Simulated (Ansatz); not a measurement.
Geometry relaxation of GeSe (part 1 of 2)

The run: geometry relaxation of GeSe (Pnma, 8 atoms in the cell). Method and program: DFT PBE, scalar-relativistic, plane waves, PAW, no spin polarisation (Ansatz 0.2.0).

The structure derives from a Materials Project entry. Figures and captions count atoms from 1; the log counts them from 0 in places.

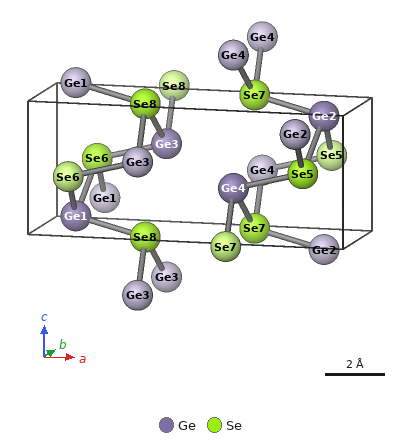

Figure 1. The structure as given in the input (ball-and-stick view of the cell of the calculation, seen slightly off an axis; neighbours outside the cell are drawn fainter; atoms are numbered from 1 in the order of the input). An atom can appear more than once, as a periodic image.

Input file:
```yaml
crystal:
  lattice:
    - [11.25603494, 0.0, 0.0]
    - [0.0, 3.78718786, 0.0]
    - [0.0, 0.0, 4.66436352]
  atoms:
    - { symbol: Ge, position: [0.12909864, 0.25, 0.11900173] }
    - { symbol: Ge, position: [0.87090136, 0.75, 0.88099827] }
    - { symbol: Ge, position: [0.37090136, 0.75, 0.61900173] }
    - { symbol: Ge, position: [0.62909864, 0.25, 0.38099827] }
    - { symbol: Se, position: [0.84927919, 0.25, 0.51546856] }
    - { symbol: Se, position: [0.15072081, 0.75, 0.48453144] }
    - { symbol: Se, position: [0.65072081, 0.75, 0.01546856] }
    - { symbol: Se, position: [0.34927919, 0.25, 0.98453144] }
basis:
  ecutwfc: 420
kpoints:
  mp_grid: { grid: [4, 8, 6] }
hamiltonian:
  xc: pbe
scf:
  occupations: { method: gaussian, width: 0.02 }
output:
  forces: true
  stress: true
  eigenvalues: true
relax:
  adjacent_minimum: "off"
  f_tol: 0.005
  max_steps: 80
  cell: { stress_tol: 0.05 }
```

Launch command:
```bash
ansatz run input.yaml --threads 4 --pin off --max-ram 10240MiB --backend cpu --events-out ev --progress --plain --runs-dir out
```

What the program printed:
```
Engine: ansatz 0.2.0, aarch64-unknown-linux-gnu
Pseudopotentials: kind: paw
Pseudopotential: Ge, paw, valence charge 14, recommended cutoff 420 eV (normal), Ge.paw.azcp
Pseudopotential: Se, paw, valence charge 16, recommended cutoff 420 eV (normal), Se.paw.azcp
Functional definition: PBE
  parameter kappa = 0.804
  parameter beta = 0.06672455060314922
  exchange = pbe_x(kappa = kappa, mu = beta*pi^2/3)
  correlation = pbe_c(beta = beta)
Crystal: 8 atoms, lattice volume = 198.836 Å³
Basis set: ecut = 420 eV, 3887 PW (Γ), exchange–correlation on 160×54×64 points (8 copies of the dense FFT grid, shifted against one another)
Bands: 72, of which v1, the nominal top of the filled ones, is band 60 counted from 1 (59 counted from 0)
Symmetry: 8 space group operations
Space group: Pnma (ITA 62), of the structure as read, at distance tolerance 5.8e-5 Å
k-points: 60 of 192
Non-local potential: Ge, projectors of the file, l = 0: 2, l = 1: 2, l = 2: 3, l = 3: 1
Non-local potential: Se, projectors of the file, l = 0: 2, l = 1: 2, l = 2: 3, l = 3: 1
PAW form: soft (Blöchl's): semilocal exchange-correlation on the pseudo side does not see the compensation charge
PAW one-centre angular grid: Ge, 590 points (default); XC on 64 Gauss nodes
PAW one-centre angular grid: Se, 590 points (default); XC on 64 Gauss nodes
Initial density: superposition of atomic densities (neutral atoms: chi_scale 0, normalization atom), corrected by the library's trained network
Initial wavefunctions: pseudopotential atomic-orbital guess
Functional: x = pbe(κ = 0.804, μ = 0.2195149727645171), c = pbe(β = 0.06672455060314922)
SCF iter   1: F=—  HF=-39058.022054 eV  |F-HF|=—  |Δ(HF+E_count)|=         —  Δρ=1.51e-3  dr2=6.61e-3  ethr=1.77e-3  ⟨swp⟩=6.1  Hψ=15075  notcnv=0  defer=2
preconditioner: auto → Resta (q_TF=auto, 2.508 Å⁻¹)  ε∞=4.3  [insulator: Δε(μ)=0.861 eV  Ē_g=9.130 eV  σ=0.020 eV  W_gap=1.00  n_scr=56 (ndim 8)  ℏωp=16.7 eV  f_vac=0.011  D(μ)=0.00/eV (n_scr^D=0)  ε∞_Penn≈4.3]
SCF iter   2: F=—  HF=-39058.019881 eV  |F-HF|=—  |Δ(HF+E_count)|=   2.17e-3  Δρ=8.15e-4  dr2=1.60e-3  ethr=5.51e-6  ⟨swp⟩=2.2  Hψ=6850  notcnv=0  defer=312
SCF iter   3: F=—  HF=-39058.020305 eV  |F-HF|=—  |Δ(HF+E_count)|=   4.24e-4  Δρ=2.44e-4  dr2=1.16e-4  ethr=1.33e-6  ⟨swp⟩=2.0  Hψ=6816  notcnv=0  defer=312
SCF iter   4: F=—  HF=-39058.020269 eV  |F-HF|=—  |Δ(HF+E_count)|=   3.58e-5  Δρ=1.06e-4  dr2=2.62e-5  ethr=9.63e-8  ⟨swp⟩=2.0  Hψ=6408  notcnv=0  defer=312
SCF iter   5: F=—  HF=-39058.020314 eV  |F-HF|=—  |Δ(HF+E_count)|=   4.42e-5  Δρ=2.93e-5  dr2=2.13e-6  ethr=2.18e-8  ⟨swp⟩=2.0  Hψ=5208  notcnv=0  defer=312
SCF iter   6: F=—  HF=-39058.020315 eV  |F-HF|=—  |Δ(HF+E_count)|=   1.65e-6  Δρ=9.82e-6  dr2=2.48e-7  ethr=1.78e-9  ⟨swp⟩=2.0  Hψ=7608  notcnv=0  defer=312
SCF iter   7: F=-39058.020315 eV  HF=-39058.020315 eV  |F-HF|=2.67e-8  |Δ(HF+E_count)|=   1.09e-7  Δρ=4.17e-6  dr2=4.12e-8  ethr=8.33e-11  ⟨swp⟩=8.3  Hψ=18526  notcnv=0
SCF 1 converged in 7 iterations: F = -39058.020315 eV  dr2 = 4.12e-8
  greatest PAW one-centre occupation: 1.000 electrons in one spin orbital (limit 2), on the Se atom at site 5 (counted from 0), in its partial waves of l = 2
relax step   1: F+E_penalty+E_count = -39058.02031533 eV  Δ(F+E_penalty+E_count) = +0.000e0 eV  max|allowed force component| = 2.170e-1 eV/Å  Δτ_max = 0.0000 Å  P = +1.439 GPa  Ω = 198.836 Å³  (7 SCF iters, dr2 threshold 1.00e-7 eV, accepted)
Crystal: 8 atoms, lattice volume = 200.052 Å³
Basis set: ecut = 420 eV, 3911 PW (Γ), exchange–correlation on 160×54×64 points (8 copies of the dense FFT grid, shifted against one another)
Initial density: handed on by an earlier stage of this run
Initial wavefunctions: those handed on with the density
iter 1 solved again at ethr=2.48e-5 eV; its pass at ethr=3.10e-3 eV (dr2=2.97e-2 eV) is discarded
SCF iter   1: F=—  HF=-39058.067797 eV  |F-HF|=—  |Δ(HF+E_count)|=         —  Δρ=4.28e-3  dr2=2.98e-2  ethr=2.48e-5  ⟨swp⟩=2.1  Hψ=20052  notcnv=0
preconditioner: auto → Resta (q_TF=auto, 2.506 Å⁻¹)  ε∞=4.4  [insulator: Δε(μ)=0.981 eV  Ē_g=8.992 eV  σ=0.020 eV  W_gap=1.00  n_scr=56 (ndim 8)  ℏωp=16.6 eV  f_vac=0.010  D(μ)=0.00/eV (n_scr^D=0)  ε∞_Penn≈4.4]
SCF iter   2: F=—  HF=-39058.061000 eV  |F-HF|=—  |Δ(HF+E_count)|=   6.80e-3  Δρ=2.08e-3  dr2=6.37e-3  ethr=2.48e-5  ⟨swp⟩=2.5  Hψ=5488  notcnv=0
SCF iter   3: F=—  HF=-39058.059972 eV  |F-HF|=—  |Δ(HF+E_count)|=   1.03e-3  Δρ=3.72e-4  dr2=3.18e-4  ethr=5.30e-6  ⟨swp⟩=3.0  Hψ=8641  notcnv=0
SCF iter   4: F=—  HF=-39058.060046 eV  |F-HF|=—  |Δ(HF+E_count)|=   7.38e-5  Δρ=1.61e-4  dr2=5.31e-5  ethr=2.65e-7  ⟨swp⟩=2.0  Hψ=7424  notcnv=0
SCF iter   5: F=—  HF=-39058.060036 eV  |F-HF|=—  |Δ(HF+E_count)|=   9.54e-6  Δρ=3.95e-5  dr2=2.83e-6  ethr=4.42e-8  ⟨swp⟩=2.0  Hψ=7920  notcnv=0
SCF iter   6: F=-39058.060040 eV  HF=-39058.060039 eV  |F-HF|=3.40e-7  |Δ(HF+E_count)|=   3.27e-6  Δρ=1.26e-5  dr2=3.27e-7  ethr=6.67e-10  ⟨swp⟩=5.8  Hψ=18447  notcnv=0
SCF 2 converged in 6 iterations: F = -39058.060040 eV  dr2 = 3.27e-7
relax step   2: F+E_penalty+E_count = -39058.06003974 eV  Δ(F+E_penalty+E_count) = -3.972e-2 eV  max|allowed force component| = 3.200e-2 eV/Å  Δτ_max = 0.0557 Å  P = -0.243 GPa  Ω = 200.052 Å³  energy of the carried Pulay correction = -1.357e-4 eV  (6 SCF iters, dr2 threshold 8.00e-7 eV, accepted)
Crystal: 8 atoms, lattice volume = 198.283 Å³
Basis set: ecut = 420 eV, 3859 PW (Γ), exchange–correlation on 160×54×64 points (8 copies of the dense FFT grid, shifted against one another)
iter 1 solved again at ethr=1.14e-5 eV; its pass at ethr=3.10e-3 eV (dr2=1.37e-2 eV) is discarded
SCF iter   1: F=—  HF=-39058.067909 eV  |F-HF|=—  |Δ(HF+E_count)|=         —  Δρ=3.48e-3  dr2=1.38e-2  ethr=1.14e-5  ⟨swp⟩=2.1  Hψ=19998  notcnv=0
preconditioner: auto → Resta (q_TF=auto, 2.509 Å⁻¹)  ε∞=4.4  [insulator: Δε(μ)=0.994 eV  Ē_g=9.008 eV  σ=0.020 eV  W_gap=1.00  n_scr=56 (ndim 8)  ℏωp=16.7 eV  f_vac=0.008  D(μ)=0.00/eV (n_scr^D=0)  ε∞_Penn≈4.4]
SCF iter   2: F=—  HF=-39058.064855 eV  |F-HF|=—  |Δ(HF+E_count)|=   3.05e-3  Δρ=1.73e-3  dr2=3.14e-3  ethr=1.14e-5  ⟨swp⟩=3.0  Hψ=7344  notcnv=0
SCF iter   3: F=—  HF=-39058.064550 eV  |F-HF|=—  |Δ(HF+E_count)|=   3.05e-4  Δρ=2.57e-4  dr2=1.15e-4  ethr=2.62e-6  ⟨swp⟩=2.0  Hψ=7440  notcnv=0
SCF iter   4: F=—  HF=-39058.064593 eV  |F-HF|=—  |Δ(HF+E_count)|=   4.31e-5  Δρ=1.12e-4  dr2=1.99e-5  ethr=9.56e-8  ⟨swp⟩=2.0  Hψ=6720  notcnv=0
SCF iter   5: F=—  HF=-39058.064574 eV  |F-HF|=—  |Δ(HF+E_count)|=   1.87e-5  Δρ=2.59e-5  dr2=1.39e-6  ethr=1.66e-8  ⟨swp⟩=2.0  Hψ=6720  notcnv=0
SCF iter   6: F=-39058.064575 eV  HF=-39058.064575 eV  |F-HF|=4.34e-8  |Δ(HF+E_count)|=   1.25e-6  Δρ=7.39e-6  dr2=1.32e-7  ethr=5.25e-10  ⟨swp⟩=5.1  Hψ=17965  notcnv=0
SCF 3 converged in 6 iterations: F = -39058.064575 eV  dr2 = 1.32e-7
  greatest PAW one-centre occupation: 1.000 electrons in one spin orbital (limit 2), on the Se atom at site 7 (counted from 0), in its partial waves of l = 2
relax step   3: F+E_penalty+E_count = -39058.06457516 eV  Δ(F+E_penalty+E_count) = -4.535e-3 eV  max|allowed force component| = 1.329e-2 eV/Å  Δτ_max = 0.0459 Å  P = -0.047 GPa  Ω = 198.283 Å³  energy of the carried Pulay correction = +6.192e-5 eV  (6 SCF iters, dr2 threshold 6.30e-7 eV, accepted)
Crystal: 8 atoms, lattice volume = 195.995 Å³
Basis set: ecut = 420 eV, 3815 PW (Γ), exchange–correlation on 160×54×64 points (8 copies of the dense FFT grid, shifted against one another)
iter 1 solved again at ethr=1.07e-5 eV; its pass at ethr=3.10e-3 eV (dr2=1.29e-2 eV) is discarded
SCF iter   1: F=—  HF=-39058.069870 eV  |F-HF|=—  |Δ(HF+E_count)|=         —  Δρ=3.23e-3  dr2=1.27e-2  ethr=1.07e-5  ⟨swp⟩=2.3  Hψ=20351  notcnv=0
preconditioner: auto → Resta (q_TF=auto, 2.514 Å⁻¹)  ε∞=4.4  [insulator: Δε(μ)=0.901 eV  Ē_g=9.034 eV  σ=0.020 eV  W_gap=1.00  n_scr=56 (ndim 8)  ℏωp=16.8 eV  f_vac=0.006  D(μ)=0.00/eV (n_scr^D=0)  ε∞_Penn≈4.4]
SCF iter   2: F=—  HF=-39058.067259 eV  |F-HF|=—  |Δ(HF+E_count)|=   2.61e-3  Δρ=1.60e-3  dr2=2.83e-3  ethr=1.06e-5  ⟨swp⟩=2.8  Hψ=7009  notcnv=0
SCF iter   3: F=—  HF=-39058.066990 eV  |F-HF|=—  |Δ(HF+E_count)|=   2.69e-4  Δρ=2.39e-4  dr2=9.52e-5  ethr=2.36e-6  ⟨swp⟩=2.0  Hψ=7442  notcnv=0
SCF iter   4: F=—  HF=-39058.067046 eV  |F-HF|=—  |Δ(HF+E_count)|=   5.65e-5  Δρ=8.38e-5  dr2=1.42e-5  ethr=7.93e-8  ⟨swp⟩=2.0  Hψ=7920  notcnv=0
SCF iter   5: F=—  HF=-39058.067036 eV  |F-HF|=—  |Δ(HF+E_count)|=   1.04e-5  Δρ=2.18e-5  dr2=1.09e-6  ethr=1.19e-8  ⟨swp⟩=2.0  Hψ=7920  notcnv=0
SCF iter   6: F=—  HF=-39058.067037 eV  |F-HF|=—  |Δ(HF+E_count)|=   9.15e-7  Δρ=8.48e-6  dr2=1.23e-7  ethr=9.09e-10  ⟨swp⟩=2.0  Hψ=7920  notcnv=0
SCF iter   7: F=-39058.067037 eV  HF=-39058.067037 eV  |F-HF|=3.86e-9  |Δ(HF+E_count)|=   4.33e-8  Δρ=3.46e-6  dr2=2.02e-8  ethr=6.03e-11  ⟨swp⟩=4.0  Hψ=14160  notcnv=0
SCF 4 converged in 7 iterations: F = -39058.067037 eV  dr2 = 2.02e-8
relax step   4: F+E_penalty+E_count = -39058.06703674 eV  Δ(F+E_penalty+E_count) = -2.462e-3 eV  max|allowed force component| = 2.827e-2 eV/Å  Δτ_max = 0.0484 Å  P = +0.113 GPa  Ω = 195.995 Å³  energy of the carried Pulay correction = +3.201e-4 eV  (7 SCF iters, dr2 threshold 7.24e-8 eV, accepted)
Crystal: 8 atoms, lattice volume = 196.480 Å³
Basis set: ecut = 420 eV, 3823 PW (Γ), exchange–correlation on 160×54×64 points (8 copies of the dense FFT grid, shifted against one another)
iter 1 solved again at ethr=1.75e-6 eV; its pass at ethr=3.10e-3 eV (dr2=2.10e-3 eV) is discarded
SCF iter   1: F=—  HF=-39058.068273 eV  |F-HF|=—  |Δ(HF+E_count)|=         —  Δρ=1.12e-3  dr2=2.12e-3  ethr=1.75e-6  ⟨swp⟩=2.6  Hψ=18154  notcnv=0
preconditioner: auto → Resta (q_TF=auto, 2.513 Å⁻¹)  ε∞=4.4  [insulator: Δε(μ)=0.911 eV  Ē_g=9.031 eV  σ=0.020 eV  W_gap=1.00  n_scr=56 (ndim 8)  ℏωp=16.8 eV  f_vac=0.006  D(μ)=0.00/eV (n_scr^D=0)  ε∞_Penn≈4.4]
SCF iter   2: F=—  HF=-39058.067826 eV  |F-HF|=—  |Δ(HF+E_count)|=   4.47e-4  Δρ=5.35e-4  dr2=3.98e-4  ethr=1.75e-6  ⟨swp⟩=2.0  Hψ=5464  notcnv=0
SCF iter   3: F=—  HF=-39058.067776 eV  |F-HF|=—  |Δ(HF+E_count)|=   4.94e-5  Δρ=9.93e-5  dr2=1.71e-5  ethr=3.31e-7  ⟨swp⟩=3.0  Hψ=8097  notcnv=0
SCF iter   4: F=—  HF=-39058.067816 eV  |F-HF|=—  |Δ(HF+E_count)|=   3.94e-5  Δρ=3.22e-5  dr2=1.47e-6  ethr=1.42e-8  ⟨swp⟩=2.0  Hψ=7470  notcnv=0
SCF iter   5: F=—  HF=-39058.067814 eV  |F-HF|=—  |Δ(HF+E_count)|=   1.47e-6  Δρ=1.00e-5  dr2=1.82e-7  ethr=1.23e-9  ⟨swp⟩=2.0  Hψ=7920  notcnv=0
SCF iter   6: F=-39058.067814 eV  HF=-39058.067814 eV  |F-HF|=1.92e-9  |Δ(HF+E_count)|=   1.13e-7  Δρ=3.35e-6  dr2=3.20e-8  ethr=7.69e-11  ⟨swp⟩=4.5  Hψ=16017  notcnv=0
SCF 5 converged in 6 iterations: F = -39058.067814 eV  dr2 = 3.20e-8
relax step   5: F+E_penalty+E_count = -39058.06781449 eV  Δ(F+E_penalty+E_count) = -7.777e-4 eV  max|allowed force component| = 2.016e-2 eV/Å  Δτ_max = 0.0133 Å  P = +0.053 GPa  Ω = 196.480 Å³  energy of the carried Pulay correction = +2.651e-4 eV  (6 SCF iters, dr2 threshold 9.22e-8 eV, accepted)
Crystal: 8 atoms, lattice volume = 196.153 Å³
Basis set: ecut = 420 eV, 3819 PW (Γ), exchange–correlation on 160×54×64 points (8 copies of the dense FFT grid, shifted against one another)
iter 1 solved again at ethr=1.03e-6 eV; its pass at ethr=3.10e-3 eV (dr2=1.23e-3 eV) is discarded
SCF iter   1: F=—  HF=-39058.068369 eV  |F-HF|=—  |Δ(HF+E_count)|=         —  Δρ=9.28e-4  dr2=1.24e-3  ethr=1.03e-6  ⟨swp⟩=2.5  Hψ=17891  notcnv=0
preconditioner: auto → Resta (q_TF=auto, 2.514 Å⁻¹)  ε∞=4.4  [insulator: Δε(μ)=0.864 eV  Ē_g=9.031 eV  σ=0.020 eV  W_gap=1.00  n_scr=56 (ndim 8)  ℏωp=16.8 eV  f_vac=0.006  D(μ)=0.00/eV (n_scr^D=0)  ε∞_Penn≈4.4]
SCF iter   2: F=—  HF=-39058.068097 eV  |F-HF|=—  |Δ(HF+E_count)|=   2.72e-4  Δρ=4.36e-4  dr2=2.24e-4  ethr=1.03e-6  ⟨swp⟩=2.0  Hψ=5043  notcnv=0
SCF iter   3: F=—  HF=-39058.068069 eV  |F-HF|=—  |Δ(HF+E_count)|=   2.78e-5  Δρ=7.63e-5  dr2=8.79e-6  ethr=1.87e-7  ⟨swp⟩=2.0  Hψ=6720  notcnv=0
SCF iter   4: F=—  HF=-39058.068086 eV  |F-HF|=—  |Δ(HF+E_count)|=   1.66e-5  Δρ=2.00e-5  dr2=8.05e-7  ethr=7.32e-9  ⟨swp⟩=2.0  Hψ=7012  notcnv=0
SCF iter   5: F=—  HF=-39058.068085 eV  |F-HF|=—  |Δ(HF+E_count)|=   3.72e-7  Δρ=8.88e-6  dr2=1.27e-7  ethr=6.71e-10  ⟨swp⟩=2.0  Hψ=7920  notcnv=0
SCF iter   6: F=-39058.068085 eV  HF=-39058.068085 eV  |F-HF|=4.74e-9  |Δ(HF+E_count)|=   3.12e-8  Δρ=2.31e-6  dr2=1.26e-8  ethr=2.12e-11  ⟨swp⟩=4.0  Hψ=15398  notcnv=0
SCF 6 converged in 6 iterations: F = -39058.068085 eV  dr2 = 1.26e-8
relax step   6: F+E_penalty+E_count = -39058.06808519 eV  Δ(F+E_penalty+E_count) = -2.707e-4 eV  max|allowed force component| = 1.461e-2 eV/Å  Δτ_max = 0.0168 Å  P = +0.034 GPa  Ω = 196.153 Å³  energy of the carried Pulay correction = +3.022e-4 eV  (6 SCF iters, dr2 threshold 2.54e-8 eV, accepted)
Crystal: 8 atoms, lattice volume = 196.923 Å³
Basis set: ecut = 420 eV, 3839 PW (Γ), exchange–correlation on 160×54×64 points (8 copies of the dense FFT grid, shifted against one another)
iter 1 solved again at ethr=2.89e-7 eV; its pass at ethr=3.10e-3 eV (dr2=3.47e-4 eV) is discarded
SCF iter   1: F=—  HF=-39058.068412 eV  |F-HF|=—  |Δ(HF+E_count)|=         —  Δρ=4.46e-4  dr2=3.61e-4  ethr=2.89e-7  ⟨swp⟩=2.3  Hψ=17342  notcnv=0
preconditioner: auto → Resta (q_TF=auto, 2.512 Å⁻¹)  ε∞=4.4  [insulator: Δε(μ)=0.883 eV  Ē_g=9.023 eV  σ=0.020 eV  W_gap=1.00  n_scr=56 (ndim 8)  ℏωp=16.7 eV  f_vac=0.006  D(μ)=0.00/eV (n_scr^D=0)  ε∞_Penn≈4.4]
SCF iter   2: F=—  HF=-39058.068352 eV  |F-HF|=—  |Δ(HF+E_count)|=   6.10e-5  Δρ=2.16e-4  dr2=6.74e-5  ethr=2.89e-7  ⟨swp⟩=2.0  Hψ=4853  notcnv=0
SCF iter   3: F=—  HF=-39058.068361 eV  |F-HF|=—  |Δ(HF+E_count)|=   9.23e-6  Δρ=4.63e-5  dr2=4.21e-6  ethr=5.62e-8  ⟨swp⟩=3.0  Hψ=7964  notcnv=0
SCF iter   4: F=—  HF=-39058.068358 eV  |F-HF|=—  |Δ(HF+E_count)|=   2.77e-6  Δρ=1.58e-5  dr2=6.09e-7  ethr=3.51e-9  ⟨swp⟩=2.0  Hψ=7920  notcnv=0
SCF iter   5: F=—  HF=-39058.068358 eV  |F-HF|=—  |Δ(HF+E_count)|=   5.09e-8  Δρ=4.97e-6  dr2=4.50e-8  ethr=5.08e-10  ⟨swp⟩=2.0  Hψ=7920  notcnv=0
SCF iter   6: F=-39058.068358 eV  HF=-39058.068358 eV  |F-HF|=4.36e-9  |Δ(HF+E_count)|=   3.77e-8  Δρ=1.47e-6  dr2=3.28e-9  ethr=3.45e-11  ⟨swp⟩=4.0  Hψ=14160  notcnv=0
SCF 7 converged in 6 iterations: F = -39058.068358 eV  dr2 = 3.28e-9
relax step   7: F+E_penalty+E_count = -39058.06835806 eV  Δ(F+E_penalty+E_count) = -2.729e-4 eV  max|allowed force component| = 2.896e-3 eV/Å  Δτ_max = 0.0068 Å  P = -0.028 GPa  Ω = 196.923 Å³  energy of the carried Pulay correction = +2.151e-4 eV  (6 SCF iters, dr2 threshold 4.14e-8 eV, accepted)
Basis set: ecut = 420 eV, 3839 PW (Γ), exchange–correlation on 150×54×64 points (8 copies of the dense FFT grid, shifted against one another)
Initial wavefunctions: pseudopotential atomic-orbital guess (no wavefunctions were taken with the density)
iter 1 solved again at ethr=1.09e-7 eV; its pass at ethr=3.10e-3 eV (dr2=1.30e-4 eV) is discarded
SCF iter   1: F=—  HF=-39058.057493 eV  |F-HF|=—  |Δ(HF+E_count)|=         —  Δρ=6.02e-4  dr2=1.63e-5  ethr=1.09e-7  ⟨swp⟩=3.0  Hψ=24738  notcnv=0
preconditioner: auto → Resta (q_TF=auto, 2.512 Å⁻¹)  ε∞=4.4  [insulator: Δε(μ)=0.882 eV  Ē_g=9.022 eV  σ=0.020 eV  W_gap=1.00  n_scr=56 (ndim 8)  ℏωp=16.7 eV  f_vac=0.006  D(μ)=0.00/eV (n_scr^D=0)  ε∞_Penn≈4.4]
SCF iter   2: F=—  HF=-39058.065456 eV  |F-HF|=—  |Δ(HF+E_count)|=   7.96e-3  Δρ=3.04e-4  dr2=3.97e-6  ethr=1.36e-8  ⟨swp⟩=2.0  Hψ=5508  notcnv=0
SCF iter   3: F=—  HF=-39058.068112 eV  |F-HF|=—  |Δ(HF+E_count)|=   2.66e-3  Δρ=3.10e-5  dr2=1.25e-7  ethr=3.30e-9  ⟨swp⟩=2.0  Hψ=5508  notcnv=0
SCF iter   4: F=—  HF=-39058.068138 eV  |F-HF|=—  |Δ(HF+E_count)|=   2.64e-5  Δρ=3.22e-6  dr2=1.30e-8  ethr=1.04e-10  ⟨swp⟩=2.0  Hψ=7920  notcnv=0
SCF iter   5: F=—  HF=-39058.068139 eV  |F-HF|=—  |Δ(HF+E_count)|=   1.75e-7  Δρ=1.07e-6  dr2=3.21e-9  ethr=1.08e-11  ⟨swp⟩=3.0  Hψ=7920  notcnv=0
SCF iter   6: F=—  HF=-39058.068139 eV  |F-HF|=—  |Δ(HF+E_count)|=   6.89e-9  Δρ=4.21e-7  dr2=5.56e-10  ethr=2.68e-12  ⟨swp⟩=2.0  Hψ=5540  notcnv=0
SCF iter   7: F=—  HF=-39058.068139 eV  |F-HF|=—  |Δ(HF+E_count)|=  3.35e-10  Δρ=2.18e-7  dr2=1.46e-10  ethr=1.00e-12  ⟨swp⟩=3.0  Hψ=7010  notcnv=0
SCF iter   8: F=-39058.068139 eV  HF=-39058.068139 eV  |F-HF|=0.00e0  |Δ(HF+E_count)|=  1.16e-10  Δρ=2.40e-8  dr2=1.04e-12  ethr=1.00e-12  ⟨swp⟩=4.0  Hψ=12960  notcnv=0
SCF 8 converged in 8 iterations: F = -39058.068139 eV  dr2 = 1.04e-12
relax step   8: F+E_penalty+E_count = -39058.06813856 eV  Δ(F+E_penalty+E_count) = +2.195e-4 eV  max|allowed force component| = 2.872e-3 eV/Å  Δτ_max = 0.0000 Å  P = -0.027 GPa  Ω = 196.923 Å³  stress off target by 3.03e-2 GPa  SCF on the basis re-selected at this cell (its energy is not comparable with the rows above)  (8 SCF iters)
```

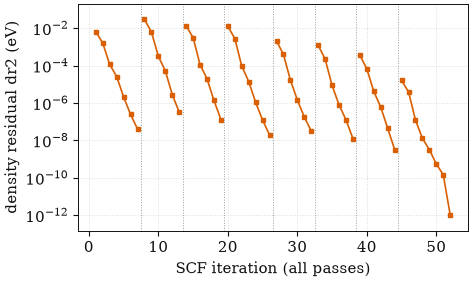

Figure 2. Convergence of the self-consistent field: density residual dr2 against the SCF iteration. The dotted lines part the SCF passes of the relaxation: geometry steps, rejected trials and re-solves on a re-selected basis. The 8 passes take 6 to 8 iterations each, 52 in all.
